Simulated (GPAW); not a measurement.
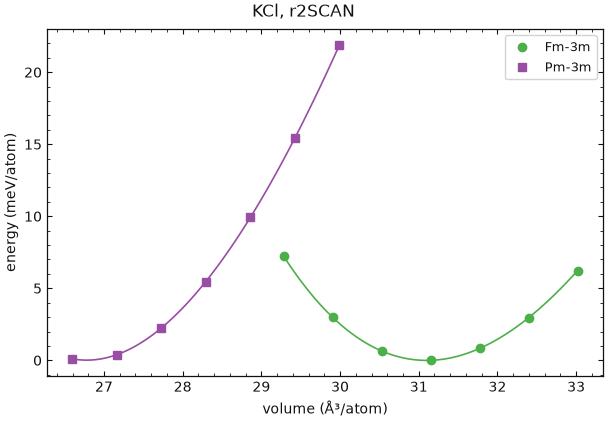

The plot gives the computed energy against volume, with one curve for each structure, for KCl. Each energy curve has its own zero, so the curves don't rank the structures.

Computed with GPAW 26.7.0: PAW DFT in plane waves, on a grid or in atomic orbitals, no spin polarisation; energies at scaled volumes of the given cell, shape and fractions fixed, counted from the fit's minimum, third-order Birch-Murnaghan fit. Level: r2SCAN.

| setting | value |
| --- | --- |
| k mesh | 7×7×7 |
| occupations | Fermi–Dirac |
| smearing width | 0.05 eV |
| potentials | GPAW PAW data sets (gpaw data 1.2.1) |
| wave cutoff | 600 eV |

### Order the curves by fitted equilibrium volume, smallest first.

Pm-3m 26.780, Fm-3m 31.101 Å³/atom.

### Order the curves by fitted bulk modulus, smallest first.

Fm-3m 19.2, Pm-3m 22.8 GPa.

Note: the fit and the printed pressures don't fully agree, or the minimum lies near the end of the range.
